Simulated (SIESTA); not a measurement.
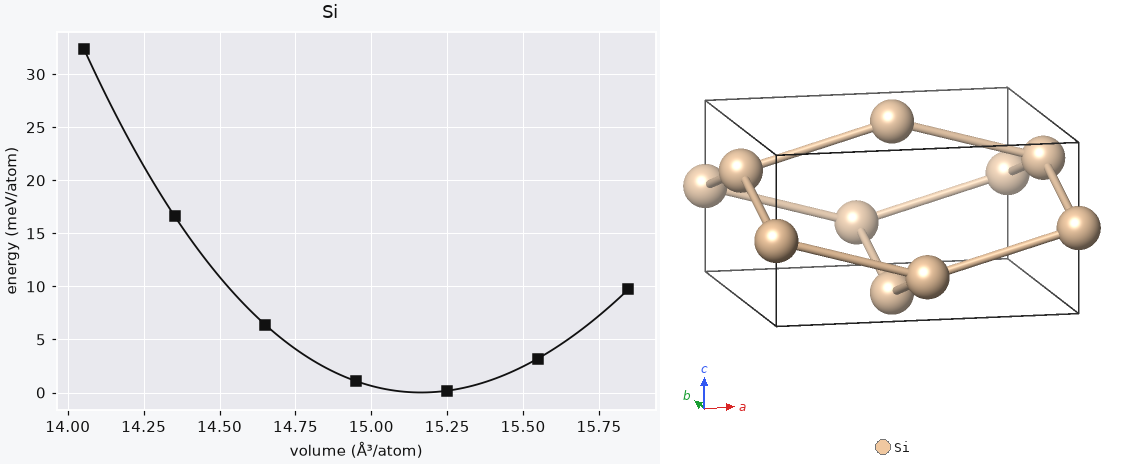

The plot gives the computed energy against volume for Si, space group I4_1/amd (No. 141). The conventional cell is drawn beside the plot.

Starting cell:
```
Si
1.0
    -2.37137    2.37137    1.32927
     2.37137   -2.37137    1.32927
     2.37137    2.37137   -1.32927
Si
2
Direct
  0.50000 0.50000 0.00000
  0.25000 0.75000 0.50000
```

Calculation (SIESTA 5.4.2): DFT in numerical atomic orbitals with pseudopotentials, no spin polarisation; energies at scaled volumes of the given cell, shape and fractions fixed, counted from the fit's minimum, third-order Birch-Murnaghan fit. Level: PBEsol.

- k mesh: 11×11×11
- occupations: Fermi–Dirac
- smearing width: 0.05 eV
- potentials: PseudoDojo 0.4 standard, converted to PSML, two zetas on semicore shells
- program settings: basis DZP, mesh cutoff 500 Ry

This calculation gives: equilibrium volume 15.16 Å³/atom and bulk modulus 110 GPa.

Now the level changes from PBEsol to LDA. Predict the effect.

The equilibrium volume falls from 15.16 to 14.93 Å³/atom (−1.5 %) and the bulk modulus hardly changes (110 and 111 GPa).

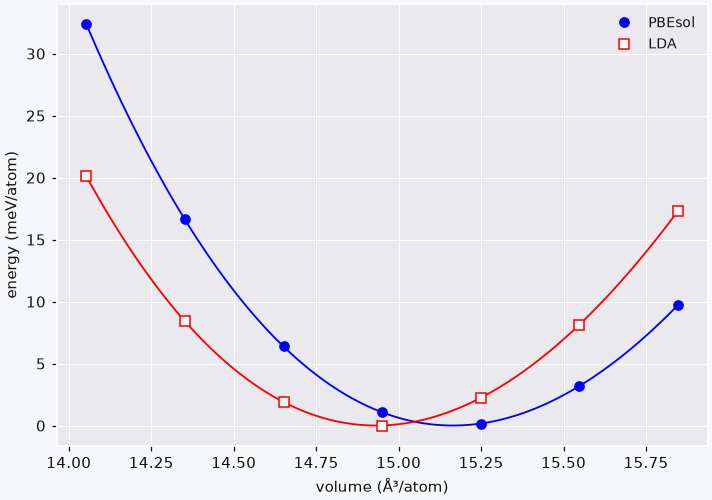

The two results together.

For both, limits of the calculation: mulliken charges of long orbitals; shape and atomic fractions are frozen while scaling, which makes layered, chain and framework solids too stiff.

V0 and the bulk modulus come from third-order Birch–Murnaghan fits.
